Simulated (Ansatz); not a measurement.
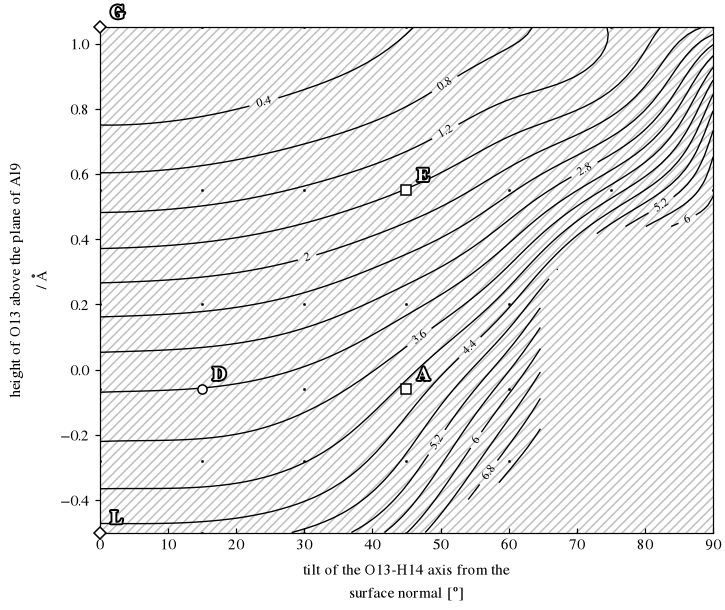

OH on an Al(100) slab cut from the Fm-3m phase, its upper half relaxed before the scan (12 atoms of substrate and one adsorbate in a 2 × 2 cell). OH stands on one site of a rigid substrate while its tilt and height are varied at a fixed bond length; it sits over a hollow of the top layer over the deeper atom Al8, heights counted from the top plane, tilted towards the diagonal of the 1 × 1 surface cell. Coordinates scanned: (1) tilt of the O13-H14 axis from the surface normal; (2) height of O13 above the plane of Al9. The scan uses a 7 × 6 grid. At 9 points there is no value (left out of the scan, as a rule where atoms come close). Points are written as (first, second). Energies are in eV, from the lowest grid point. Level of theory: DFT PBE, scalar-relativistic, plane waves, PAW (Ansatz 0.2.0). Settings: cutoff 420 eV, k-mesh 5×5×1, gaussian smearing 0.1 eV, spin-polarised.

Drawn: contour lines labelled in eV (none above 7.2), dots at the grid points, hatched blanks where no value was computed, lettered points. Between grid points the surface is interpolated.

### Is L the lowest point of the computed grid?

No. L lies 4.53 eV above the lowest grid point, which is at (0°, 1.05 Å).

### What kind of point is each of A, D, E: minimum, saddle, maximum or slope?

A: on a slope; D: on a slope; E: on a slope. (In these two coordinates alone; a stationary point may lie a little off the grid point.)
